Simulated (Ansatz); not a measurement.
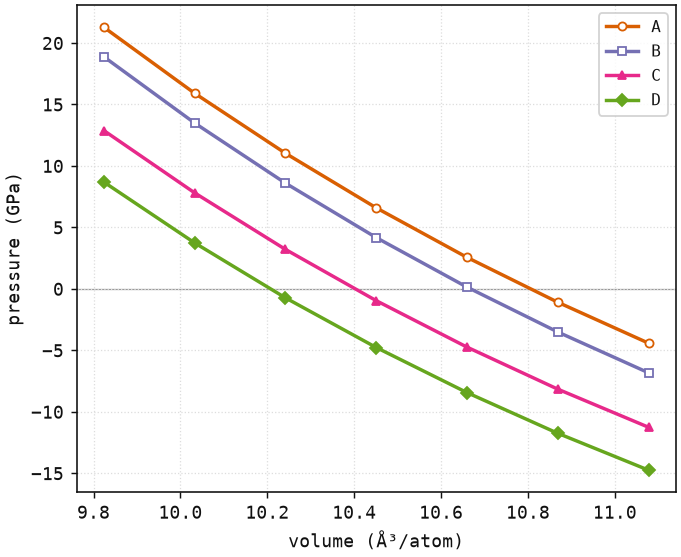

The figure shows the pressure against volume, with one curve for each functional, for AlN (space group P6_3mc). The labels are replaced by letters. In alphabetical order the cases are: BLYP; PBE; PBE + D4; SVWN5.

Computed with Ansatz 0.2.0: plane-wave DFT, no spin polarisation; energies at scaled volumes of the given cell, shape and fractions fixed, counted from the fit's minimum, third-order Birch-Murnaghan fit. All runs: no spin polarisation.

k mesh 10×10×6; occupations Fermi–Dirac; smearing width 0.05 eV.

Which letter stands for which functional?

Answer. A: BLYP; B: PBE; C: PBE + D4; D: SVWN5.

Caveats: the functional was run on potentials made for another functional (BLYP); shape and atomic fractions are frozen while scaling, which makes layered, chain and framework solids too stiff.
